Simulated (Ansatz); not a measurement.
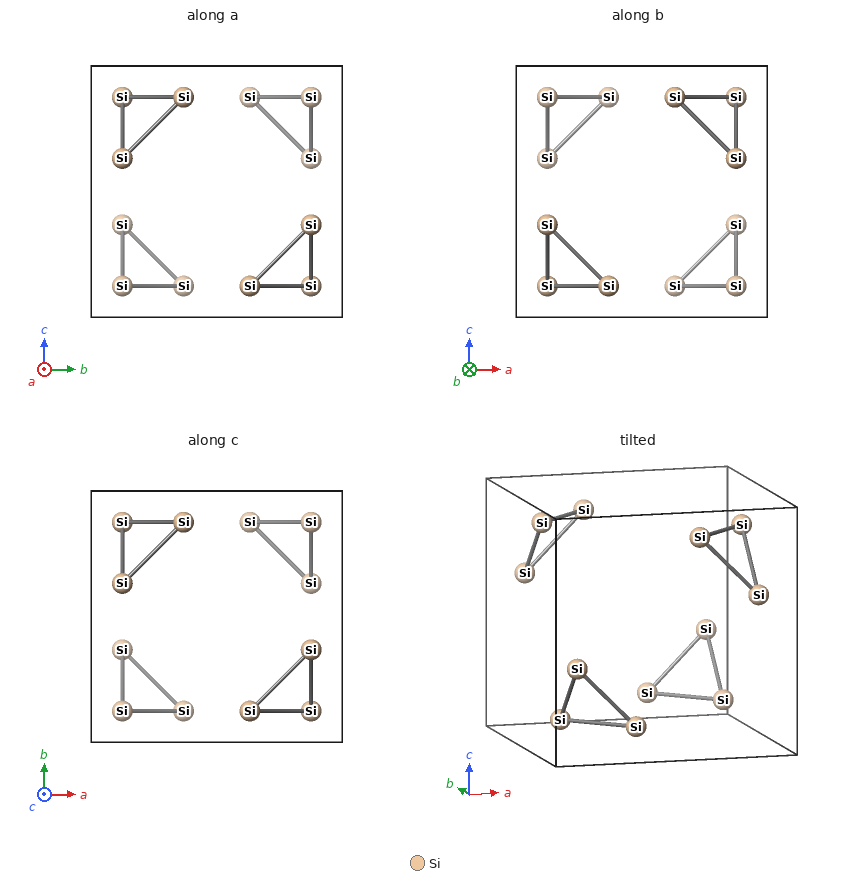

Crystal structure, ball-and-stick style, seen along the a axis, along the b axis, along the c axis and slightly off an axis. The box is the conventional unit cell; atoms on or close to its faces, edges and corners are drawn wherever they repeat.

Lattice parameters: a = 6.9194 Å, b = 6.9194 Å, c = 6.9194 Å, α = 90.000°, β = 90.000°, γ = 90.000°.

### Give the structure in the form of a CIF in P1 with every atom of the cell, with free fractional coordinates to two decimals.

```cif
data_structure
_symmetry_space_group_name_H-M 'P 1'
_symmetry_Int_Tables_number 1
_cell_length_a 6.9194
_cell_length_b 6.9194
_cell_length_c 6.9194
_cell_angle_alpha 90.000
_cell_angle_beta 90.000
_cell_angle_gamma 90.000
_cell_volume 331.29
loop_
_atom_site_label
_atom_site_type_symbol
_atom_site_fract_x
_atom_site_fract_y
_atom_site_fract_z
_atom_site_occupancy
Si1 Si 0.88 0.37 0.88 1
Si2 Si 0.63 0.12 0.88 1
Si3 Si 0.88 0.12 0.63 1
Si4 Si 0.37 0.88 0.88 1
Si5 Si 0.37 0.12 0.12 1
Si6 Si 0.12 0.63 0.88 1
Si7 Si 0.88 0.88 0.37 1
Si8 Si 0.12 0.37 0.12 1
Si9 Si 0.12 0.88 0.63 1
Si10 Si 0.63 0.88 0.12 1
Si11 Si 0.12 0.12 0.37 1
Si12 Si 0.88 0.63 0.12 1
```

Its origin is a structure type filled with this element by a generator (whether the element takes this form wasn't checked). The picture shows the end point of a geometry optimisation with DFT PBE, scalar-relativistic, plane waves, PAW (Ansatz 0.2.0).
